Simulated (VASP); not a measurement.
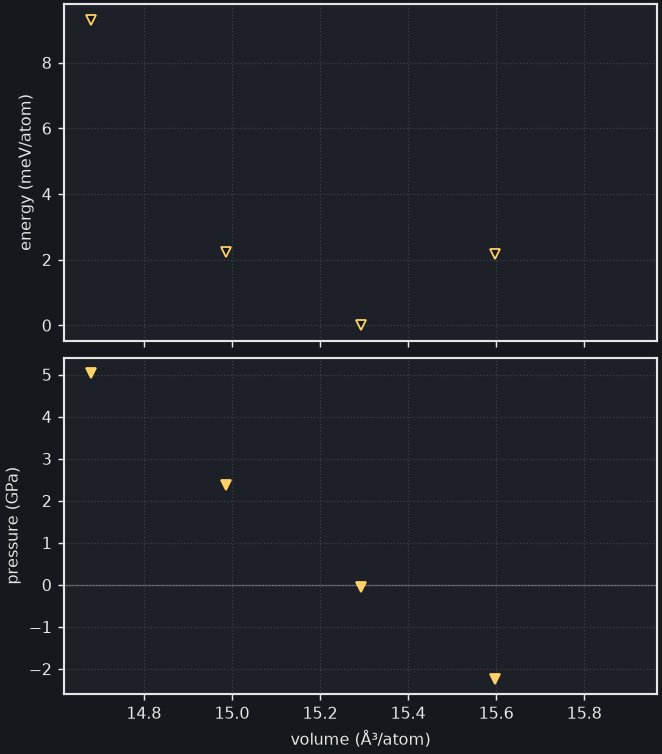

The figure shows the energy and pressure against volume for TiAl₃, space group I4/mmm (No. 139).

Cell as given: a = 5.023 Å, b = 5.023 Å, c = 5.023 Å, α = 135.60°, β = 135.60°, γ = 64.60°; 4 atoms.

Method: plane-wave DFT, no spin polarisation; energies at scaled volumes of the given cell, shape and fractions fixed, counted from the fit's minimum, third-order Birch-Murnaghan fit (VASP 6.6.1). Level: PBE with D3(BJ).

- k mesh: 8×8×8
- occupations: Fermi–Dirac
- smearing width: 0.05 eV
- potentials: VASP PAW PBE potentials, recommended
- wave cutoff: 520 eV

The point at volume 15.90 Å³/atom is left out of the plot. What does the calculation give there?

```
volume (Å³/atom)  energy (meV/atom)  pressure (GPa)
           15.90               8.28           -4.21
```

Keep in mind: shape and atomic fractions are frozen while scaling, which makes layered, chain and framework solids too stiff.
